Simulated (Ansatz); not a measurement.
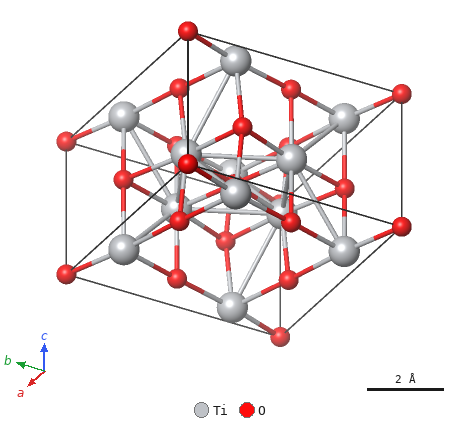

The image is a ball-and-stick drawing of a crystal, viewed from a general direction. The box is the conventional unit cell; atoms on or close to its faces, edges and corners are drawn wherever they repeat.

Ti$_{4}$O$_{5}$, space group I4/m (No. 87), a = 6.54 Å, b = 6.54 Å, c = 4.12 Å, α = 90.00°, β = 90.00°, γ = 90.00°.

All computed values are from DFT PBEsol, scalar-relativistic, plane waves, PAW in Ansatz. Settings: plane waves up to 420 eV, k-points about 0.15 Å⁻¹ apart, Gaussian smearing of 0.15 eV, no spin polarisation.

### Metal or not?

A metal: bands cross the Fermi level.

### Would the cell expand or shrink if it could?

The computed pressure is 0.0 GPa, close to zero.

The cell started as a structure listed in the Materials Project. Earlier steps of the study, as a rule a relaxation of our own, may have changed the cell and positions, so they can lie some per cent off the listed ones. An electronic-structure calculation with Ansatz was run on it.
